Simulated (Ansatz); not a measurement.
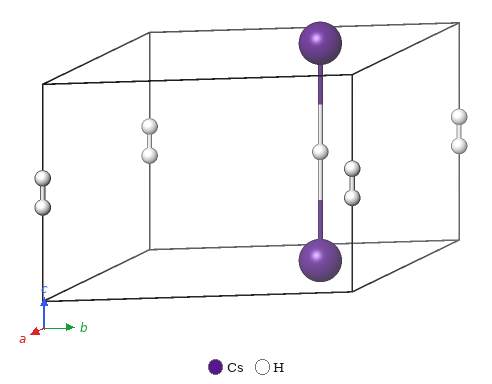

Crystal structure, ball-and-stick style, seen slightly off an axis. The conventional unit cell is outlined; an atom on or near a face, edge or corner is repeated at each equivalent position. Cell: a = 7.99 Å, b = 7.99 Å, c = 5.60 Å, α = 90.00°, β = 90.00°, γ = 120.00°.

Starting structure: a random cell made by a generator, so it need not be a real form of the compound. Earlier steps of the study may have refined or changed the cell and positions. It went into a calculation with Ansatz.

Q: State composition, symmetry and coordination.

A: Its composition is CsH₃. The atoms follow space group P-6m2 (No. 187); the Bravais lattice is primitive hexagonal. Cell content 1 Cs, 3 H; Z = 1. The Cs atoms are each bonded to two H in a linear arrangement at about 2.8 Å. H takes two kinds of site: 2g with one H at about 0.7 Å; 1d with two Cs in a linear arrangement at about 2.8 Å.

The calculation used DFT PBE, scalar-relativistic, plane waves, PAW (Ansatz 0.2.0), with a 420 eV plane-wave basis, k-points on a 6×6×6 grid, Gaussian smearing of 0.02 eV, no spin polarisation.

Q: What is the band gap, if any?

A: A semiconductor at this level, with a gap of 1.51 eV, indirect.

Q: What Bader charges do the atoms carry?

A: Cs +0.81 e; H -0.80 to -0.01 e.

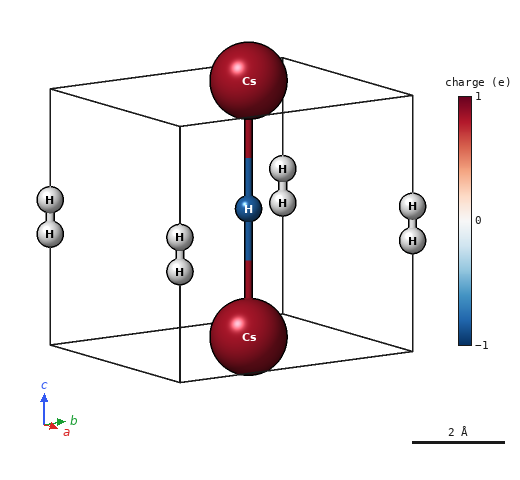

The atoms coloured by those charges. The run's cell of 4 atoms is drawn.

Q: Has the structure come to rest?

A: Yes. The largest force is 0.01 eV/Å. The pressure is 0.0 GPa, close to zero.
